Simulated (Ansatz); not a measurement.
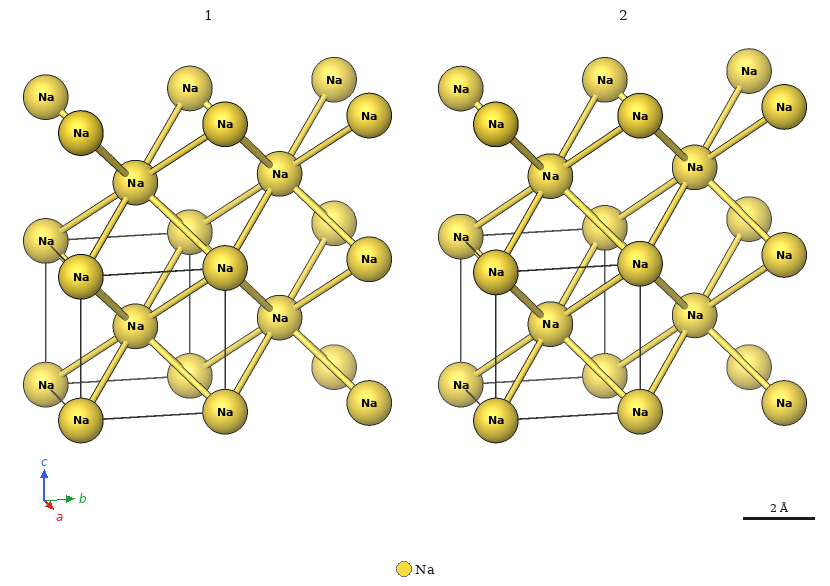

Two geometries of crystalline Na (set up in Im-3m): one is the relaxed structure, the other was perturbed away from it. Style: ball-and-stick. Shown: the conventional cell (2 times the calculation's cell), repeated 1 × 2 × 2 with one cell outlined, slightly off an axis. Lengths and directions refer to the drawn axes.

These are results of Ansatz, DFT, PBEsol, all-electron PAW with datasets made for the crystal, scalar-relativistic, not measurements. (plane-wave cutoff 160 eV; k-point mesh 12 × 12 × 12; occupations fermi dirac; smearing width 0.05 eV; no spin polarisation)

Q: Which one is perturbed?

A: Structure 2 is the perturbed one. The cell is strained by +3.0 % along c and none across it (volume +3.0 %), the atoms keeping their fractional coordinates. No relaxation follows. Among the bonded contacts that change: Na–Na 3.668 → 3.705 Å. The space group (tolerance 0.01 Å) goes from Im-3m (No. 229) to I4/mmm (No. 139). The energy rises by 2.7 meV per atom. Pressure: −0.3 GPa before, −0.5 GPa after. All forces vanish by symmetry.
